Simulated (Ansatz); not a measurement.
Single-point calculation, with input and output: Al96N96 (part 1 of 2)

The run: single-point calculation of Al96N96 (P6₃mc, 192 atoms in the cell). Method and program: DFT, r2SCAN, PAW, plane waves (Ansatz 0.2.0).

The structure was built on a prototype by a generator.

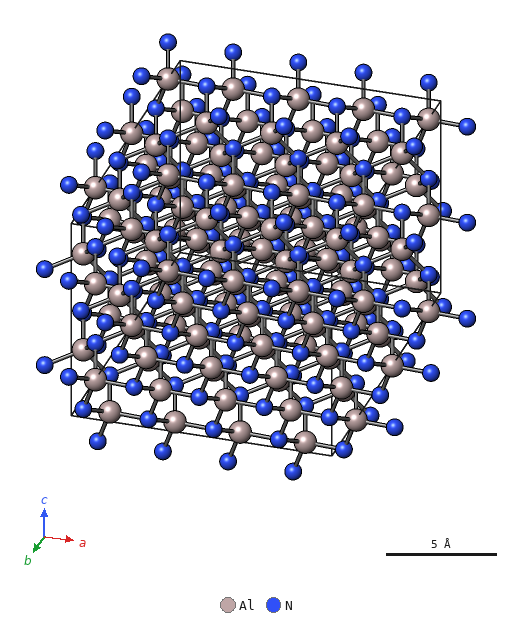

Figure 1. The structure as given in the input (ball-and-stick view of the cell of the calculation, seen at an oblique angle; bonded neighbours outside the cell are drawn too). Near neighbours in the crystal (not all of them lie inside the picture): Al has 4 N at 1.89 to 1.90 Å; N has 4 Al at 1.89 to 1.90 Å.

### Input file
```yaml
crystal:
  lattice:
    - [12.455264, 0.000000, 0.000000]
    - [0.000000, 16.179862, 0.000000]
    - [0.000000, 0.000000, 9.967057]
  atoms:
    - { symbol: Al, position: [0.125000, 0.055556, 0.248500] }
    - { symbol: Al, position: [0.125000, 0.055556, 0.748500] }
    - { symbol: Al, position: [0.000000, 0.222222, 0.248500] }
    - { symbol: Al, position: [0.000000, 0.222222, 0.748500] }
    - { symbol: Al, position: [0.375000, 0.055556, 0.248500] }
    - { symbol: Al, position: [0.375000, 0.055556, 0.748500] }
    - { symbol: Al, position: [0.250000, 0.222222, 0.248500] }
    - { symbol: Al, position: [0.250000, 0.222222, 0.748500] }
    - { symbol: Al, position: [0.125000, 0.388889, 0.248500] }
    - { symbol: Al, position: [0.125000, 0.388889, 0.748500] }
    - { symbol: Al, position: [0.000000, 0.555556, 0.248500] }
    - { symbol: Al, position: [0.000000, 0.555556, 0.748500] }
    - { symbol: Al, position: [0.625000, 0.055556, 0.248500] }
    - { symbol: Al, position: [0.625000, 0.055556, 0.748500] }
    - { symbol: Al, position: [0.500000, 0.222222, 0.248500] }
    - { symbol: Al, position: [0.500000, 0.222222, 0.748500] }
    - { symbol: Al, position: [0.375000, 0.388889, 0.248500] }
    - { symbol: Al, position: [0.375000, 0.388889, 0.748500] }
    - { symbol: Al, position: [0.250000, 0.555556, 0.248500] }
    - { symbol: Al, position: [0.250000, 0.555556, 0.748500] }
    - { symbol: Al, position: [0.125000, 0.722222, 0.248500] }
    - { symbol: Al, position: [0.125000, 0.722222, 0.748500] }
    - { symbol: Al, position: [0.000000, 0.888889, 0.248500] }
    - { symbol: Al, position: [0.000000, 0.888889, 0.748500] }
    - { symbol: Al, position: [0.875000, 0.055556, 0.248500] }
    - { symbol: Al, position: [0.875000, 0.055556, 0.748500] }
    - { symbol: Al, position: [0.750000, 0.222222, 0.248500] }
    - { symbol: Al, position: [0.750000, 0.222222, 0.748500] }
    - { symbol: Al, position: [0.625000, 0.388889, 0.248500] }
    - { symbol: Al, position: [0.625000, 0.388889, 0.748500] }
    - { symbol: Al, position: [0.500000, 0.555556, 0.248500] }
    - { symbol: Al, position: [0.500000, 0.555556, 0.748500] }
    - { symbol: Al, position: [0.375000, 0.722222, 0.248500] }
    - { symbol: Al, position: [0.375000, 0.722222, 0.748500] }
    - { symbol: Al, position: [0.250000, 0.888889, 0.248500] }
    - { symbol: Al, position: [0.250000, 0.888889, 0.748500] }
    - { symbol: Al, position: [0.875000, 0.388889, 0.248500] }
    - { symbol: Al, position: [0.875000, 0.388889, 0.748500] }
    - { symbol: Al, position: [0.750000, 0.555556, 0.248500] }
    - { symbol: Al, position: [0.750000, 0.555556, 0.748500] }
    - { symbol: Al, position: [0.625000, 0.722222, 0.248500] }
    - { symbol: Al, position: [0.625000, 0.722222, 0.748500] }
    - { symbol: Al, position: [0.500000, 0.888889, 0.248500] }
    - { symbol: Al, position: [0.500000, 0.888889, 0.748500] }
    - { symbol: Al, position: [0.875000, 0.722222, 0.248500] }
    - { symbol: Al, position: [0.875000, 0.722222, 0.748500] }
    - { symbol: Al, position: [0.750000, 0.888889, 0.248500] }
    - { symbol: Al, position: [0.750000, 0.888889, 0.748500] }
    - { symbol: Al, position: [0.000000, 0.111111, 0.498500] }
    - { symbol: Al, position: [0.000000, 0.111111, 0.998500] }
    - { symbol: Al, position: [0.250000, 0.111111, 0.498500] }
    - { symbol: Al, position: [0.250000, 0.111111, 0.998500] }
    - { symbol: Al, position: [0.125000, 0.277778, 0.498500] }
    - { symbol: Al, position: [0.125000, 0.277778, 0.998500] }
    - { symbol: Al, position: [0.000000, 0.444444, 0.498500] }
    - { symbol: Al, position: [0.000000, 0.444444, 0.998500] }
    - { symbol: Al, position: [0.500000, 0.111111, 0.498500] }
    - { symbol: Al, position: [0.500000, 0.111111, 0.998500] }
    - { symbol: Al, position: [0.375000, 0.277778, 0.498500] }
    - { symbol: Al, position: [0.375000, 0.277778, 0.998500] }
    - { symbol: Al, position: [0.250000, 0.444444, 0.498500] }
    - { symbol: Al, position: [0.250000, 0.444444, 0.998500] }
    - { symbol: Al, position: [0.125000, 0.611111, 0.498500] }
    - { symbol: Al, position: [0.125000, 0.611111, 0.998500] }
    - { symbol: Al, position: [0.000000, 0.777778, 0.498500] }
    - { symbol: Al, position: [0.000000, 0.777778, 0.998500] }
    - { symbol: Al, position: [0.750000, 0.111111, 0.498500] }
    - { symbol: Al, position: [0.750000, 0.111111, 0.998500] }
    - { symbol: Al, position: [0.625000, 0.277778, 0.498500] }
    - { symbol: Al, position: [0.625000, 0.277778, 0.998500] }
    - { symbol: Al, position: [0.500000, 0.444444, 0.498500] }
    - { symbol: Al, position: [0.500000, 0.444444, 0.998500] }
    - { symbol: Al, position: [0.375000, 0.611111, 0.498500] }
    - { symbol: Al, position: [0.375000, 0.611111, 0.998500] }
    - { symbol: Al, position: [0.250000, 0.777778, 0.498500] }
    - { symbol: Al, position: [0.250000, 0.777778, 0.998500] }
    - { symbol: Al, position: [0.125000, 0.944444, 0.498500] }
    - { symbol: Al, position: [0.125000, 0.944444, 0.998500] }
    - { symbol: Al, position: [0.875000, 0.277778, 0.498500] }
    - { symbol: Al, position: [0.875000, 0.277778, 0.998500] }
    - { symbol: Al, position: [0.750000, 0.444444, 0.498500] }
    - { symbol: Al, position: [0.750000, 0.444444, 0.998500] }
    - { symbol: Al, position: [0.625000, 0.611111, 0.498500] }
    - { symbol: Al, position: [0.625000, 0.611111, 0.998500] }
    - { symbol: Al, position: [0.500000, 0.777778, 0.498500] }
    - { symbol: Al, position: [0.500000, 0.777778, 0.998500] }
    - { symbol: Al, position: [0.375000, 0.944444, 0.498500] }
    - { symbol: Al, position: [0.375000, 0.944444, 0.998500] }
    - { symbol: Al, position: [0.875000, 0.611111, 0.498500] }
    - { symbol: Al, position: [0.875000, 0.611111, 0.998500] }
    - { symbol: Al, position: [0.750000, 0.777778, 0.498500] }
    - { symbol: Al, position: [0.750000, 0.777778, 0.998500] }
    - { symbol: Al, position: [0.625000, 0.944444, 0.498500] }
    - { symbol: Al, position: [0.625000, 0.944444, 0.998500] }
    - { symbol: Al, position: [0.875000, 0.944444, 0.498500] }
    - { symbol: Al, position: [0.875000, 0.944444, 0.998500] }
    - { symbol: N, position: [0.000000, 0.111111, 0.189500] }
    - { symbol: N, position: [0.000000, 0.111111, 0.689500] }
    - { symbol: N, position: [0.250000, 0.111111, 0.189500] }
    - { symbol: N, position: [0.250000, 0.111111, 0.689500] }
    - { symbol: N, position: [0.125000, 0.277778, 0.189500] }
    - { symbol: N, position: [0.125000, 0.277778, 0.689500] }
    - { symbol: N, position: [0.000000, 0.444444, 0.189500] }
    - { symbol: N, position: [0.000000, 0.444444, 0.689500] }
    - { symbol: N, position: [0.500000, 0.111111, 0.189500] }
    - { symbol: N, position: [0.500000, 0.111111, 0.689500] }
    - { symbol: N, position: [0.375000, 0.277778, 0.189500] }
    - { symbol: N, position: [0.375000, 0.277778, 0.689500] }
    - { symbol: N, position: [0.250000, 0.444444, 0.189500] }
    - { symbol: N, position: [0.250000, 0.444444, 0.689500] }
    - { symbol: N, position: [0.125000, 0.611111, 0.189500] }
    - { symbol: N, position: [0.125000, 0.611111, 0.689500] }
    - { symbol: N, position: [0.000000, 0.777778, 0.189500] }
    - { symbol: N, position: [0.000000, 0.777778, 0.689500] }
    - { symbol: N, position: [0.750000, 0.111111, 0.189500] }
    - { symbol: N, position: [0.750000, 0.111111, 0.689500] }
    - { symbol: N, position: [0.625000, 0.277778, 0.189500] }
    - { symbol: N, position: [0.625000, 0.277778, 0.689500] }
    - { symbol: N, position: [0.500000, 0.444444, 0.189500] }
    - { symbol: N, position: [0.500000, 0.444444, 0.689500] }
    - { symbol: N, position: [0.375000, 0.611111, 0.189500] }
    - { symbol: N, position: [0.375000, 0.611111, 0.689500] }
    - { symbol: N, position: [0.250000, 0.777778, 0.189500] }
    - { symbol: N, position: [0.250000, 0.777778, 0.689500] }
    - { symbol: N, position: [0.125000, 0.944444, 0.189500] }
    - { symbol: N, position: [0.125000, 0.944444, 0.689500] }
    - { symbol: N, position: [0.875000, 0.277778, 0.189500] }
    - { symbol: N, position: [0.875000, 0.277778, 0.689500] }
    - { symbol: N, position: [0.750000, 0.444444, 0.189500] }
    - { symbol: N, position: [0.750000, 0.444444, 0.689500] }
    - { symbol: N, position: [0.625000, 0.611111, 0.189500] }
    - { symbol: N, position: [0.625000, 0.611111, 0.689500] }
    - { symbol: N, position: [0.500000, 0.777778, 0.189500] }
    - { symbol: N, position: [0.500000, 0.777778, 0.689500] }
    - { symbol: N, position: [0.375000, 0.944444, 0.189500] }
    - { symbol: N, position: [0.375000, 0.944444, 0.689500] }
    - { symbol: N, position: [0.875000, 0.611111, 0.189500] }
    - { symbol: N, position: [0.875000, 0.611111, 0.689500] }
    - { symbol: N, position: [0.750000, 0.777778, 0.189500] }
    - { symbol: N, position: [0.750000, 0.777778, 0.689500] }
    - { symbol: N, position: [0.625000, 0.944444, 0.189500] }
    - { symbol: N, position: [0.625000, 0.944444, 0.689500] }
    - { symbol: N, position: [0.875000, 0.944444, 0.189500] }
    - { symbol: N, position: [0.875000, 0.944444, 0.689500] }
    - { symbol: N, position: [0.125000, 0.055556, 0.439500] }
    - { symbol: N, position: [0.125000, 0.055556, 0.939500] }
    - { symbol: N, position: [0.000000, 0.222222, 0.439500] }
    - { symbol: N, position: [0.000000, 0.222222, 0.939500] }
    - { symbol: N, position: [0.375000, 0.055556, 0.439500] }
    - { symbol: N, position: [0.375000, 0.055556, 0.939500] }
    - { symbol: N, position: [0.250000, 0.222222, 0.439500] }
    - { symbol: N, position: [0.250000, 0.222222, 0.939500] }
    - { symbol: N, position: [0.125000, 0.388889, 0.439500] }
    - { symbol: N, position: [0.125000, 0.388889, 0.939500] }
    - { symbol: N, position: [0.000000, 0.555556, 0.439500] }
    - { symbol: N, position: [0.000000, 0.555556, 0.939500] }
    - { symbol: N, position: [0.625000, 0.055556, 0.439500] }
    - { symbol: N, position: [0.625000, 0.055556, 0.939500] }
    - { symbol: N, position: [0.500000, 0.222222, 0.439500] }
    - { symbol: N, position: [0.500000, 0.222222, 0.939500] }
    - { symbol: N, position: [0.375000, 0.388889, 0.439500] }
    - { symbol: N, position: [0.375000, 0.388889, 0.939500] }
    - { symbol: N, position: [0.250000, 0.555556, 0.439500] }
    - { symbol: N, position: [0.250000, 0.555556, 0.939500] }
    - { symbol: N, position: [0.125000, 0.722222, 0.439500] }
    - { symbol: N, position: [0.125000, 0.722222, 0.939500] }
    - { symbol: N, position: [0.000000, 0.888889, 0.439500] }
    - { symbol: N, position: [0.000000, 0.888889, 0.939500] }
    - { symbol: N, position: [0.875000, 0.055556, 0.439500] }
    - { symbol: N, position: [0.875000, 0.055556, 0.939500] }
    - { symbol: N, position: [0.750000, 0.222222, 0.439500] }
    - { symbol: N, position: [0.750000, 0.222222, 0.939500] }
    - { symbol: N, position: [0.625000, 0.388889, 0.439500] }
    - { symbol: N, position: [0.625000, 0.388889, 0.939500] }
    - { symbol: N, position: [0.500000, 0.555556, 0.439500] }
    - { symbol: N, position: [0.500000, 0.555556, 0.939500] }
    - { symbol: N, position: [0.375000, 0.722222, 0.439500] }
    - { symbol: N, position: [0.375000, 0.722222, 0.939500] }
    - { symbol: N, position: [0.250000, 0.888889, 0.439500] }
    - { symbol: N, position: [0.250000, 0.888889, 0.939500] }
    - { symbol: N, position: [0.875000, 0.388889, 0.439500] }
    - { symbol: N, position: [0.875000, 0.388889, 0.939500] }
    - { symbol: N, position: [0.750000, 0.555556, 0.439500] }
    - { symbol: N, position: [0.750000, 0.555556, 0.939500] }
    - { symbol: N, position: [0.625000, 0.722222, 0.439500] }
    - { symbol: N, position: [0.625000, 0.722222, 0.939500] }
    - { symbol: N, position: [0.500000, 0.888889, 0.439500] }
    - { symbol: N, position: [0.500000, 0.888889, 0.939500] }
    - { symbol: N, position: [0.875000, 0.722222, 0.439500] }
    - { symbol: N, position: [0.875000, 0.722222, 0.939500] }
    - { symbol: N, position: [0.750000, 0.888889, 0.439500] }
    - { symbol: N, position: [0.750000, 0.888889, 0.939500] }
  symmetry: { detect: false }
kpoints:
  mp_grid: { grid: [1, 1, 1], shift: [0.25, 0.25, 0.25] }
hamiltonian:
  xc: r2scan
scf:
  occupations: { method: fermi_dirac, width: 0.01 }
output:
  forces: true
  eigenvalues: true
  populations: true
  eigenstates: { kpoints: [[0.25, 0.25, 0.25]], e_range: [-6.0, 6.0], localisation: true }
```

Machine: 8 CPU threads, shared host.

### Log
```
Pseudopotentials: kind: paw
Functional definition: r2SCAN
  parameter k0 = 0.174
  parameter k1 = 0.065
  parameter a1 = 4.9479
  exchange = r2scan_x(k0 = k0, k1 = k1, a1 = a1)
  correlation = r2scan_c
Crystal: 192 atoms, lattice volume = 2008.606 Å³
Basis set: ecut = 500 eV, 50963 PW (Γ), exchange–correlation on 384×480×300 points (64 copies of the dense FFT grid, shifted against one another)
Bands: 576, of which v1, the nominal top of the filled ones, is band 384 counted from 1 (383 counted from 0)
Symmetry: 1 space group operations
k-points: 1
Non-local potential: Al, projectors of the file, l = 0: 2, l = 1: 2, l = 2: 1
Non-local potential: N, projectors of the file, l = 0: 2, l = 1: 2, l = 2: 1
PAW form: soft (Blöchl's): semilocal exchange-correlation on the pseudo side does not see the compensation charge
PAW frozen core: Al, regenerated for the run's functional (the file was generated under x = pbe(κ = 0.804, μ = 0.2195149727645171), c = pbe(β = 0.06672455060314922))
PAW frozen core: N, regenerated for the run's functional (the file was generated under x = pbe(κ = 0.804, μ = 0.2195149727645171), c = pbe(β = 0.06672455060314922))
PAW one-centre angular grid: Al, 302 points (default); XC on 160 Gauss nodes
PAW one-centre angular grid: N, 302 points (default); XC on 160 Gauss nodes
Initial density: superposition of atomic densities (neutral atoms: chi_scale 0, normalization atom), corrected by the library's trained network
Initial wavefunctions: pseudopotential atomic-orbital guess
Functional: x = r2scan, c = r2scan; τ floored in thin density (d = 2e-4 eV/Å³)
SCF iter   1: F=—  HF=-89127.784873 eV  |F-HF|=—  |Δ(HF+E_count)|=         —  Δρ=6.64e-3  dr2=8.74e-1  dr2_τ=1.49e1  ethr=1.77e-3  ⟨swp⟩=6.0  Hψ=2630  notcnv=0  defer=78
preconditioner: auto → Resta (q_TF=auto, 2.324 Å⁻¹)  ε∞=3.6  [insulator: Δε(μ)=5.490 eV  Ē_g=14.188 eV  σ=0.010 eV  W_gap=1.00  n_scr=432 (ndim 8)  ℏωp=23.0 eV  f_vac=0.000  D(μ)=0.00/eV (n_scr^D=0)  ε∞_Penn≈3.6]
SCF iter   2: F=—  HF=-89134.594719 eV  |F-HF|=—  |Δ(HF+E_count)|=    6.81e0  Δρ=4.96e-3  dr2=3.74e-1  dr2_τ=9.03e-3  ethr=1.14e-4  ⟨swp⟩=3.0  Hψ=1059  notcnv=0  defer=186
SCF iter   3: F=—  HF=-89134.536954 eV  |F-HF|=—  |Δ(HF+E_count)|=   5.78e-2  Δρ=1.30e-3  dr2=3.17e-2  dr2_τ=1.64e-3  ethr=4.86e-5  ⟨swp⟩=2.0  Hψ=777  notcnv=0  defer=186
SCF iter   4: F=—  HF=-89134.534965 eV  |F-HF|=—  |Δ(HF+E_count)|=   1.99e-3  Δρ=3.05e-4  dr2=2.30e-3  dr2_τ=2.31e-4  ethr=4.12e-6  ⟨swp⟩=2.0  Hψ=778  notcnv=0  defer=186
SCF iter   5: F=—  HF=-89134.534940 eV  |F-HF|=—  |Δ(HF+E_count)|=   2.49e-5  Δρ=8.21e-5  dr2=1.23e-4  dr2_τ=6.25e-6  ethr=2.99e-7  ⟨swp⟩=3.0  Hψ=1000  notcnv=0  defer=186
SCF iter   6: F=—  HF=-89134.534622 eV  |F-HF|=—  |Δ(HF+E_count)|=   3.18e-4  Δρ=1.79e-5  dr2=6.56e-6  dr2_τ=1.82e-7  ethr=1.60e-8  ⟨swp⟩=2.0  Hψ=772  notcnv=0  defer=186
SCF iter   7: F=—  HF=-89134.534622 eV  |F-HF|=—  |Δ(HF+E_count)|=   1.66e-7  Δρ=4.45e-6  dr2=3.96e-7  dr2_τ=4.87e-8  ethr=8.55e-10  ⟨swp⟩=3.0  Hψ=774  notcnv=0  defer=186
SCF iter   8: F=-89134.534622 eV  HF=-89134.534622 eV  |F-HF|=2.59e-9  |Δ(HF+E_count)|=   6.05e-8  Δρ=5.03e-7  dr2=4.29e-9  dr2_τ=2.47e-10  ethr=1.30e-11  ⟨swp⟩=15.0  Hψ=4087  notcnv=0
SCF 1 converged in 8 iterations: F = -89134.534622 eV  dr2 = 4.29e-9
  greatest PAW one-centre occupation: 0.794 electrons in one spin orbital (limit 2), on the N atom at site 99 (counted from 0), in its partial waves of l = 0
NSCF: frozen V_eff on 1 k-points
SCF converged after 8 iterations
Free energy (F): -89134.534622 eV
Harris-Foulkes:  -89134.534622 eV  (|F-HF|=2.59e-9)
Internal energy: -89134.534622 eV  (E = F + TS)
E sigma→0 (E₀):  -89134.534622 eV
Fermi energy:    9.464161 eV
--- Per-component energies (eV) ---
  E_band       = 1074.919005
  E_kinetic    = 15401.193640
  E_local      = -21586.211848  (includes V_loc(G=0)·N_el)
  E_nonlocal   = 5203.539803
  E_hartree    = 7567.165287
  E_xc         = -9488.232510
  E_vxc        = -11437.873264  (∫ρ·V_xc dr)
  E_paw        = -57832.988078  (= ΣΔE_a)
  E_vpaw       = -2254.475740  (= ΣTr[D̂ρ^β])
  E_aug_tail   = 0.001860  (compensation charges beyond the density's cutoff)
  E_vtau       = 614.408678  (kinetic-family band-sum trace: ∫τ·v_τ [+ j·A + Jᵃ·Aᵃ] dr)
  E_ewald      = -28390.394202
  E_core_change = -8.608573  (= ΣΔE_core)
  E_smearing   = -0.000000  (= −TS)
  E_closure    = -0.000000  (closes the sum)
  Σ components = -89134.534622   (vs F -89134.534622, Δ=0.00e0)
```
